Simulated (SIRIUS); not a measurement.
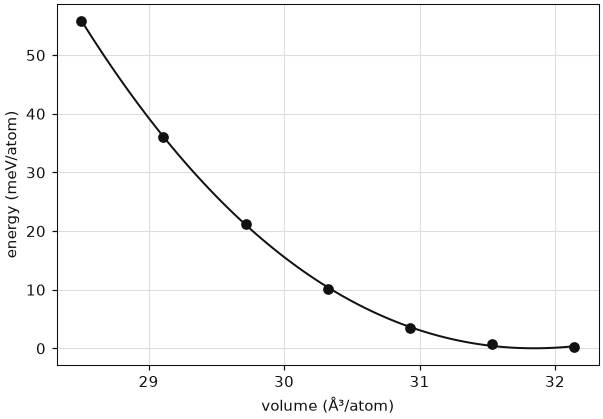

Method: all-electron LAPW DFT, no spin polarisation; energies at scaled volumes of the given cell, shape and fractions fixed, counted from the fit's minimum, third-order Birch-Murnaghan fit (SIRIUS 7.12.0). Level: PBE.

- k mesh: 9×9×9
- occupations: Fermi–Dirac
- smearing width: 0.05 eV
- potentials: all electron FP LAPW
- program settings: basis apw+lo standard, gk cutoff 3.4 1/bohr, pw cutoff 20 1/bohr

Cell as given: a = 3.500 Å, b = 3.500 Å, c = 3.500 Å, α = 60.00°, β = 60.00°, γ = 60.00°; 1 atom.

Caption: Energy against volume for Pb, space group Fm-3m (No. 225).

A third-order Birch–Murnaghan fit gives V0 = 31.85 Å³/atom, B0 = 41.9 GPa and B′ = 4.3. The energy falls from 55.89 meV/atom at volume 28.50 Å³/atom to 0.24 meV/atom at 32.14 Å³/atom.

Keep in mind: spin-orbit coupling left out, heavy elements.
